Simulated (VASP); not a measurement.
The compound is HfO2 (space group Fm-3m, No. 225), taken as an entry of the Crystallography Open Database, as set up for an electronic-structure calculation.

```
Hf O
1.0
     5.11500    0.00000    0.00000
     0.00000    5.11500    0.00000
     0.00000    0.00000    5.11500
Hf O
4 8
Cartesian
  0.0000 0.0000 0.0000
  0.0000 2.5575 2.5575
  2.5575 0.0000 2.5575
  2.5575 2.5575 0.0000
  1.2788 1.2788 3.8363
  1.2788 3.8363 3.8363
  1.2788 3.8363 1.2788
  1.2788 1.2788 1.2788
  3.8363 1.2788 1.2788
  3.8363 3.8363 1.2788
  3.8363 3.8363 3.8363
  3.8363 1.2788 3.8363
```

Bonds are taken as Hf–O below 2.5 Å; no other contact counts. Simplification: prune 0- and 1-connected atoms, fold 2-connected ones into links.

What net does this leave?

The result is a binodal (4,8)-connected, three-periodic net: O is a 4-connected node; Hf is an 8-connected node, in the ratio 2:1. It is the flu net, known from fluorite. It is a single net, without interpenetration.

| node | links | point symbol | coordination sequence |
| --- | --- | --- | --- |
| O | 4 | 4⁶ | 4 22 24 82 64 |
| Hf | 8 | 4¹²·6¹²·8⁴ | 8 12 48 42 128 |

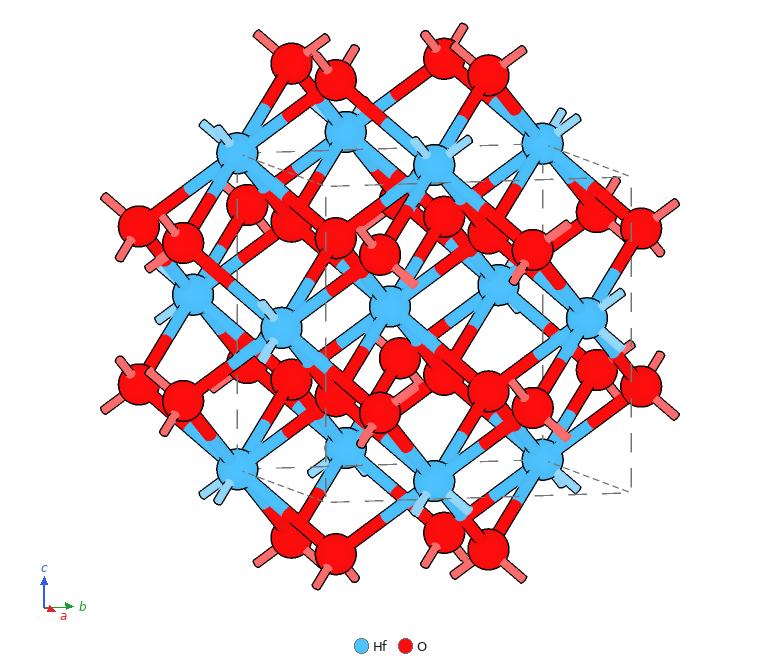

Nodes are coloured by element. Edges to nodes outside the piece are drawn as stubs.
